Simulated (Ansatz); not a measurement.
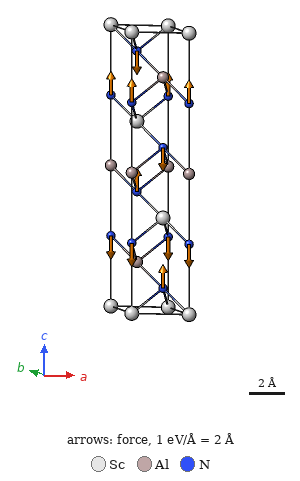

Starting geometry of a crystal of ScAlN$_{2}$ (a generated structure, set up in R-3m) (coarse preliminary run) with the computed forces as orange arrows. The picture is a ball-and-stick view of the conventional cell (3 times the calculation's cell), seen slightly off an axis. Lengths and directions refer to the drawn axes.

Theory: DFT PBE, scalar-relativistic, plane waves, PAW (Ansatz 0.2.0).

The input:
```yaml
crystal:
  lattice:
    - [1.69034555, 0.97592146, 5.52064544]
    - [-1.69034555, 0.97592146, 5.52064544]
    - [0.0, -1.95184291, 5.52064544]
  atoms:
    - { symbol: Sc, position: [0.0, 0.0, 0.0] }
    - { symbol: Al, position: [0.5, 0.5, 0.5] }
    - { symbol: "N", position: [0.25, 0.25, 0.25] }
    - { symbol: "N", position: [0.75, 0.75, 0.75] }
basis:
  ecutwfc: 420
kpoints:
  mp_grid: { grid: [6, 6, 6] }
hamiltonian:
  xc: pbe
scf:
  occupations: { method: gaussian, width: 0.1 }
  lower_state_search: "off"
output:
  forces: true
  stress: true
  eigenvalues: true
relax:
  adjacent_minimum: "off"
  f_tol: 0.04
  max_steps: 70
  cell: { stress_tol: 0.4 }
```

Run as
```bash
ansatz run input.yaml --threads 1 --pin off --max-ram 2560MiB --backend cpu --events-out ev --progress --plain --runs-dir out
```

Question: What follows when this structure is relaxed?

Answer: It isn't relaxed: the largest force vector, on N atoms, is 0.73 eV/Å. The atoms end up moving mostly along the starting forces (cosine between the two patterns 1.00). The largest moves relative to the cell, 0.096 Å, are those of N3 and N4. N4 goes along +c. Al and Sc stay in place. Cell: a = b 3.381 → 3.056 Å (−9.6 %), c 16.562 → 14.805 Å (−10.6 %). Volume −27.0 %. Among the contacts that change: Sc1–Sc1 3.381 → 3.056 Å, Al2–N3 2.391 → 2.100 Å, Sc1–N3 2.391 → 2.209 Å. Among the angles between lasting bonds that change: Sc1–N4–Al2 180.0° → 175.8°, Al2–N4–Al2 90.0° → 93.4°, N3–Al2–N4 90.0° → 86.6°. The space group stays R-3m (No. 166). The energy falls by 2.212 eV per cell of the calculation in 6 accepted moves (8 points after the start). Largest force component: 0.73 eV/Å at the start, 0.0006 eV/Å at the end. The pressure goes from −34.61 to 0.00 GPa. At 2 points the geometry stayed and the basis and grid were re-selected for the new cell (energy shift of 9.3 meV per cell of the calculation at most each time).
